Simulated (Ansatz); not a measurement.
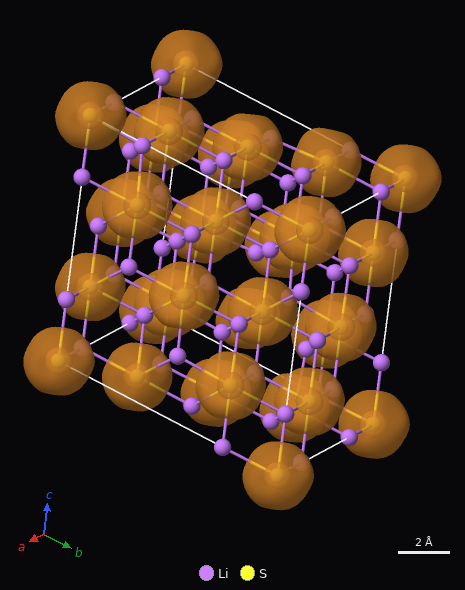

*Li₃₂S₁₅ (cell charge +1, with a compensating background) (cell with a defect). Isosurface of the ELF at 0.7 (orange), seen slightly off an axis. Core shells and regions of very low density are left out. Sticks mark near contacts.*

Spin-polarised.

The calculation used DFT PBEsol, scalar-relativistic, plane waves, PAW in Ansatz.

Core electrons are frozen (PAW), and the valence fields are smoothed inside the atomic spheres.

Where are the electrons localised?

The ELF exceeds this value in 15 regions wrapped around S (the valence shell of each) and one pocket between the atoms, centred on no nucleus (multi-centre or interstitial), counted in one cell of 47 atoms. Regions shared between cells count once. Along the contacts the grid gives the following. Li–S (2.39 Å): the ELF peaks at about 0.90 in the valence shell of S, 0.8 Å from its nucleus, and falls to about 0 next to Li: a closed-shell, largely ionic contact. Li–S (2.46 Å): the ELF peaks at about 0.90 in the valence shell of S, 0.8 Å from its nucleus, and falls to about 0 next to Li: a closed-shell, largely ionic contact.
